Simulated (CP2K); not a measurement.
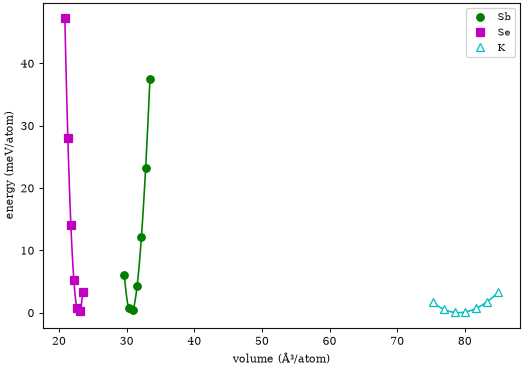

The picture above shows the energy against volume, with one curve for each element, for K, Sb and Se (all in space group Pm-3m (No. 221)).

How it was computed, with CP2K 2026.2: DFT in Gaussian orbitals with a plane-wave density, no spin polarisation; energies at scaled volumes of the given cell, shape and fractions fixed, counted from the fit's minimum, third-order Birch-Murnaghan fit. Level: PBE.

- occupations: Fermi–Dirac
- smearing width: 0.05 eV
- potentials: GTH PBE with UZH TZVP basis
- density cutoff: 6123 eV

Settings that differ: Sb: k mesh 8×8×8; Se: k mesh 9×9×9; K: k mesh 6×6×6.

Tabulate the plotted points.

Sb:
```
volume (Å³/atom)  energy (meV/atom)
           29.66               6.07
           30.29               0.79
           30.92               0.39
           31.55               4.31
           32.19              12.09
           32.82              23.29
           33.45              37.52
```

Se:
```
volume (Å³/atom)  energy (meV/atom)
           20.87              47.27
           21.31              27.98
           21.76              14.14
           22.20               5.22
           22.65               0.74
           23.09               0.26
           23.53               3.39
```

K:
```
volume (Å³/atom)  energy (meV/atom)
           75.28               1.68
           76.88               0.55
           78.49               0.04
           80.09               0.11
           81.69               0.70
           83.29               1.77
           84.89               3.27
```
